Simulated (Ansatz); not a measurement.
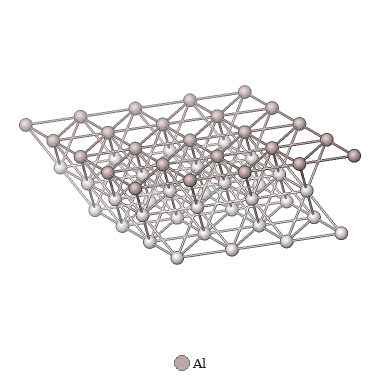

The system is N on an Al(111) slab cut from the Fm-3m phase, its upper half relaxed before the scan (12 atoms of substrate and one adsorbate in a 2 × 2 cell); the picture shows it without the atoms that are moved over the map. N is moved over the surface cell; relaxed at each place: the height of the adsorbate's atoms; substrate rigid; the origin of the map has the adsorbate above Al9. Places are given modulo a cell vector. The map is drawn in real space over the plane of the surface. The scan uses a 6 × 6 grid; 10 points were computed and 26 follow by symmetry. Places are given in fractions of the 1 × 1 surface cell. Energies: eV, counted from the lowest grid point. Computed with Ansatz, DFT PBE, scalar-relativistic, plane waves, PAW. Settings: cutoff 420 eV, k-mesh 6×6×1, gaussian smearing 0.1 eV, no spin polarisation.

Range: position of N13 along the first surface vector from 0.000 to 0.833; position of N13 along the second surface vector from 0.000 to 0.833.

### What will the energy surface look like?

The lowest grid point is at a threefold hollow over a third-layer Al atom, (4/6, 2/6) of the cell vectors. A higher local minimum lies near a threefold hollow over a second-layer Al atom, (2/6, 4/6) of the cell vectors (0.26 eV above the lowest at that grid point). The highest grid point, the top site over a surface Al atom, (0/6, 0/6) of the cell vectors, lies 4.18 eV above the lowest. On the interpolated surface the easiest way out of the lowest well to the well at a threefold hollow over a second-layer Al atom, (2/6, 4/6) of the cell vectors passes a barrier of about 1.1 eV. At the lowest point the adsorbate has 3 Al at 1.85 Å as nearest neighbours, at the highest 1 Al at 1.76 Å. Its relaxed height above the top atom is 0.83 Å at the lowest and 1.76 Å at the highest point.

```tsv
second ↓, first →	0/6	1/6	2/6	3/6	4/6	5/6
5/6	3.83	3.10	1.44	1.44	3.10	3.83
4/6	2.65	1.44	0.26	1.44	2.65	3.03
3/6	1.12	1.44	1.44	1.12	1.27	1.27
2/6	2.65	3.10	2.65	1.27	0.00	1.27
1/6	3.83	3.83	3.03	1.27	1.27	3.03
0/6	4.18	3.83	2.65	1.12	2.65	3.83
```

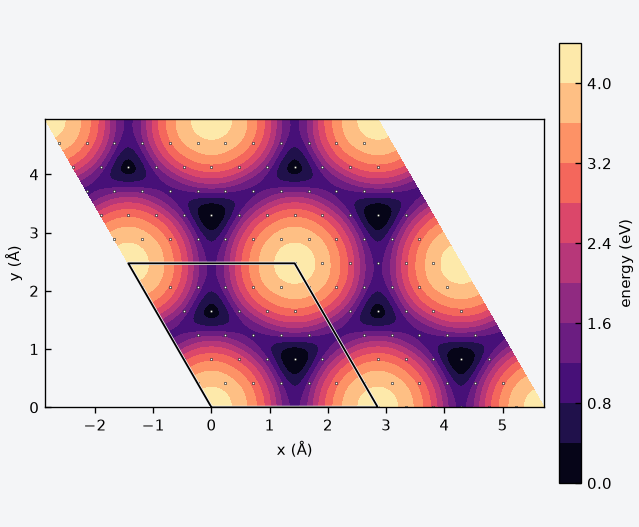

Drawn: filled contours, dots at the grid points, the outline of one cell of the 2 × 2 shown. Between grid points the surface is interpolated.

Each point was launched as `ansatz run input.yaml --threads 4 --pin off --max-ram 12288MiB --backend cpu --events-out ev --progress --plain --runs-dir out`. Time for the 10 points that were run: 85 s on 4 threads of AMD EPYC 9R45 96-Core Processor (Zen 5) (shared host).
